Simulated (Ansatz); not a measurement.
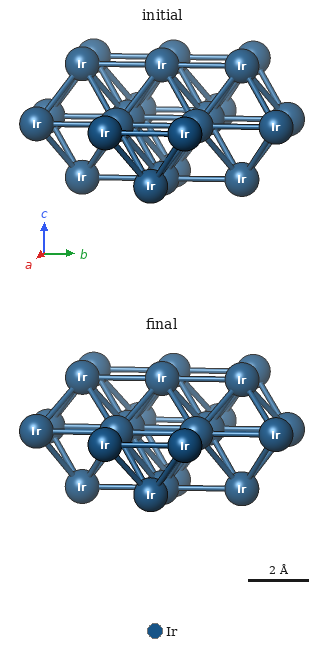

The structure of a slab of composition Ir (cut from the Fm-3m phase) before (top) and after (bottom) a constrained relaxation, at one scale.

A ball-and-stick model of the atoms within 5.0 Å of the atom that moves most (axes of the 1 × 3 repeat of the cell, outlined in the plane, without the vacuum (origin shifted)), seen from a free direction.

Case: stripe over 3 of 6 cells, two steps. 12 atoms are held fixed.

Computed with Ansatz 0.2.0, DFT PBEsol, scalar-relativistic, plane waves, PAW.

The input:
```yaml
crystal:
  lattice:
    - [16.2504120812, 0.0, 0.0]
    - [0.0, 2.7084020135, 0.0]
    - [0.0, 0.0, 19.6605177198]
  atoms:
    - { symbol: Ir, position: [0.0, 0.0, 0.0762950407] }
    - { symbol: Ir, position: [0.0833333333, 0.5, 0.1737049593] }
    - { symbol: Ir, position: [0.1666666667, 0.0, 0.0762950407] }
    - { symbol: Ir, position: [0.25, 0.5, 0.1737049593] }
    - { symbol: Ir, position: [0.3333333333, 0.0, 0.0762950407] }
    - { symbol: Ir, position: [0.4166666667, 0.5, 0.1737049593] }
    - { symbol: Ir, position: [0.5, 0.0, 0.0762950407] }
    - { symbol: Ir, position: [0.5833333333, 0.5, 0.1737049593] }
    - { symbol: Ir, position: [0.6666666667, 0.0, 0.0762950407] }
    - { symbol: Ir, position: [0.75, 0.5, 0.1737049593] }
    - { symbol: Ir, position: [0.8333333333, 0.0, 0.0762950407] }
    - { symbol: Ir, position: [0.9166666667, 0.5, 0.1737049593] }
    - { symbol: Ir, position: [0.0, 0.0, 0.2711148778] }
    - { symbol: Ir, position: [0.0833333333, 0.5, 0.3685247964] }
    - { symbol: Ir, position: [0.1666666667, 0.0, 0.2711148778] }
    - { symbol: Ir, position: [0.25, 0.5, 0.3685247964] }
    - { symbol: Ir, position: [0.3333333333, 0.0, 0.2711148778] }
    - { symbol: Ir, position: [0.4166666667, 0.5, 0.3685247964] }
    - { symbol: Ir, position: [0.5, 0.0, 0.2711148778] }
    - { symbol: Ir, position: [0.5833333333, 0.5, 0.3685247964] }
    - { symbol: Ir, position: [0.6666666667, 0.0, 0.2711148778] }
    - { symbol: Ir, position: [0.75, 0.5, 0.3685247964] }
    - { symbol: Ir, position: [0.8333333333, 0.0, 0.2711148778] }
    - { symbol: Ir, position: [0.9166666667, 0.5, 0.3685247964] }
    - { symbol: Ir, position: [0.0, 0.0, 0.465934715] }
    - { symbol: Ir, position: [0.1666666667, 0.0, 0.465934715] }
    - { symbol: Ir, position: [0.3333333333, 0.0, 0.465934715] }
basis:
  ecutwfc: 420
kpoints:
  mp_grid: { grid: [2, 12, 1] }
hamiltonian:
  xc: pbesol
scf:
  occupations: { method: gaussian, width: 0.1 }
output:
  forces: true
  eigenvalues: true
  populations: true
  write_density: true
  write_potential: true
  elf: true
  volumetric_format: npy
relax:
  adjacent_minimum: "off"
  f_tol: 0.02
  max_steps: 45
  constraints: [{ sites: [0, 1, 2, 3, 4, 5, 6, 7, 8, 9, 10, 11] }]
efield:
  axis: 3
  dipole_correction: true
  ramp_width: 0.04
```

Launched with:
```bash
ansatz run input.yaml --threads 4 --pin off --max-ram 11264MiB --backend cpu --events-out ev --progress --plain --runs-dir out
```

**What changed between the two?**

The largest moves, 0.16 Å, are those of Ir25 and Ir27. Ir27 goes at 14° to the normal (−c side). The cell stays as it was. Some distances before and after: Ir18–Ir27 2.708 → 2.604 Å, Ir16–Ir27 2.708 → 2.606 Å, Ir14–Ir26 2.708 → 2.634 Å, Ir19–Ir20 2.708 → 2.642 Å. Over 4 accepted moves (5 points after the start) the energy falls by 0.518 eV per cell of the calculation. The largest force component goes from 1.6 to 0.019 eV/Å. 1 step only repeated the SCF at the same geometry.
